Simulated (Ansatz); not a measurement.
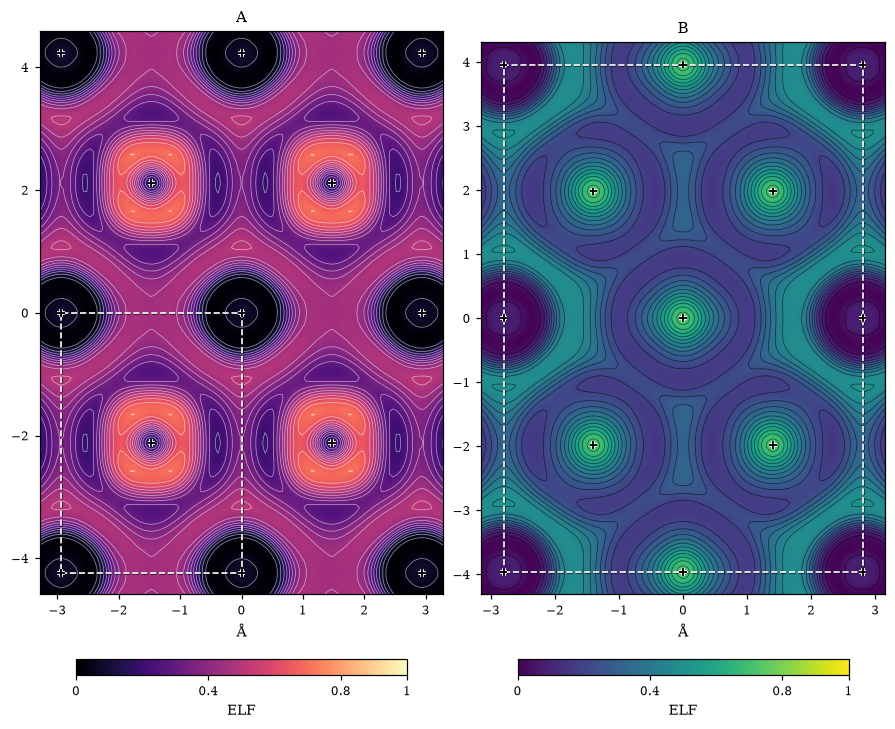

The ELF of 2 systems, each on a plane through atoms (crosses mark nuclei in the plane).

The calculation used DFT r2SCAN, scalar-relativistic, plane waves, PAW in Ansatz 0.2.0.

System 1: AlNi$_{3}$, the (110) plane of the conventional cell. Space group Fm-3m; a structure from a database of computed crystals, not necessarily the ambient phase; started from the database_225 prototype, which need not be the ambient phase; the program warned that a starting moment wasn't kept; spin-polarised, but the moments vanished.

```yaml
crystal:
  lattice:
    - [5.60378, 0.00000, 0.00000]
    - [0.00000, 5.60378, 0.00000]
    - [0.00000, 0.00000, 5.60378]
  atoms:
    - { symbol: Al, position: [0.50000, 0.00000, 0.00000] }
    - { symbol: Al, position: [0.00000, 0.50000, 0.00000] }
    - { symbol: Al, position: [0.00000, 0.00000, 0.50000] }
    - { symbol: Al, position: [0.50000, 0.50000, 0.50000] }
    - { symbol: Ni, position: [0.25000, 0.25000, 0.25000] }
    - { symbol: Ni, position: [0.75000, 0.75000, 0.25000] }
    - { symbol: Ni, position: [0.75000, 0.25000, 0.75000] }
    - { symbol: Ni, position: [0.25000, 0.75000, 0.75000] }
    - { symbol: Ni, position: [0.00000, 0.00000, 0.00000] }
    - { symbol: Ni, position: [0.50000, 0.50000, 0.00000] }
    - { symbol: Ni, position: [0.50000, 0.00000, 0.50000] }
    - { symbol: Ni, position: [0.00000, 0.50000, 0.50000] }
    - { symbol: Ni, position: [0.75000, 0.25000, 0.25000] }
    - { symbol: Ni, position: [0.25000, 0.75000, 0.25000] }
    - { symbol: Ni, position: [0.25000, 0.25000, 0.75000] }
    - { symbol: Ni, position: [0.75000, 0.75000, 0.75000] }
```

System 2: AlRu, the (11̄0) plane of the conventional cell. Space group P4/mmm; a structure from a database of computed crystals, not necessarily the ambient phase; changed on purpose from its base cell (uniaxial strain along a, b, c and atoms relaxed: -1.5 %); computed without spin polarisation.

```xyz
2
Lattice="0.0000 2.9961 0.0000 0.0000 0.0000 2.9961 2.9378 0.0000 0.0000" Properties=species:S:1:pos:R:3 pbc="T T T"
Al    0.0000    0.0000    0.0000
Ru    1.4689    1.4981    1.4981
```

Question: Match each panel to its system.

Answer: Panel A is system 2, AlRu: the plane holds Al and Ru. Al–Ru (2.58 Å): the ELF is about 0.35 at the midpoint. Panel B is system 1, AlNi$_{3}$: the plane holds Al and Ni. Al–Ni (2.43 Å): the ELF is about 0.40 at the midpoint.
